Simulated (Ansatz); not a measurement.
```
Ni
1.0
     1.76144    1.76144    3.52288
     3.52288    1.76144    1.76144
     3.52288    5.28432    1.76144
Ni
3
Direct
  0.00000 0.00000 0.00000
  0.33333 0.66667 0.66667
  0.66667 0.33333 0.33333
```

Space group Fm-3m; with non-collinear spins.

All numbers below come from Ansatz 0.2.0, DFT, PBE, PAW, plane waves, scalar-relativistic.

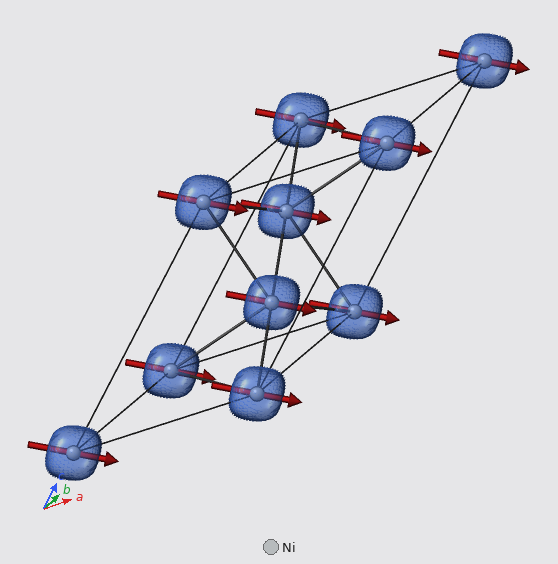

Ni. Isosurface of the size of the magnetisation density at 0.2 e/Å³ (blue), with the spin moments of the magnetic sites as arrows; seen at an oblique angle.

Core electrons are frozen (PAW), and the valence fields are smoothed inside the atomic spheres.

Describe the magnetic structure.

Spin moments: Ni 0.7 μB. All point the same way (ferromagnetic).
